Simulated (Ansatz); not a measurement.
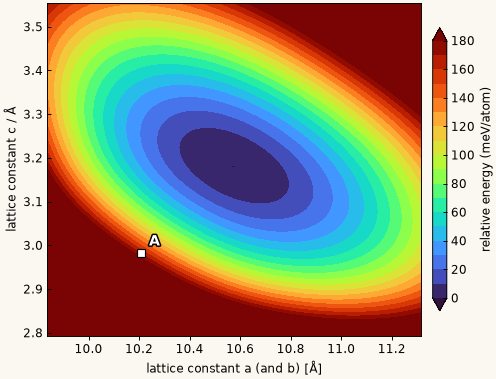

SnO₂ (I4/m, No. 87; 12 atoms in the cell). The energy is mapped over the lattice constants a and c of the conventional cell. The first coordinate is: lattice constant a (and b); the second: lattice constant c. Nothing is relaxed (fractional coordinates fixed). The scan uses a 5 × 5 grid. Points are written as (first, second). All energies are given in meV/atom relative to the lowest grid point. The calculation used Ansatz 0.2.0, DFT LDA, scalar-relativistic, plane waves, PAW. Settings: cutoff 520 eV, k-mesh 10×10×10, gaussian smearing 0.05 eV, no spin polarisation.

In the figure: filled contours, one colour for all values above the top of the scale, the point A. Between grid points the surface is interpolated.

Is A at rest? If not, where is it pushed?

Answer. A, at (10.21 Å, 2.984 Å), is not a stationary point. The computed force is 410 meV/atom for each Å towards larger values of lattice constant a (and b) and 1100 meV/atom for each Å towards larger values of lattice constant c.

PAW datasets: the set soft_1.
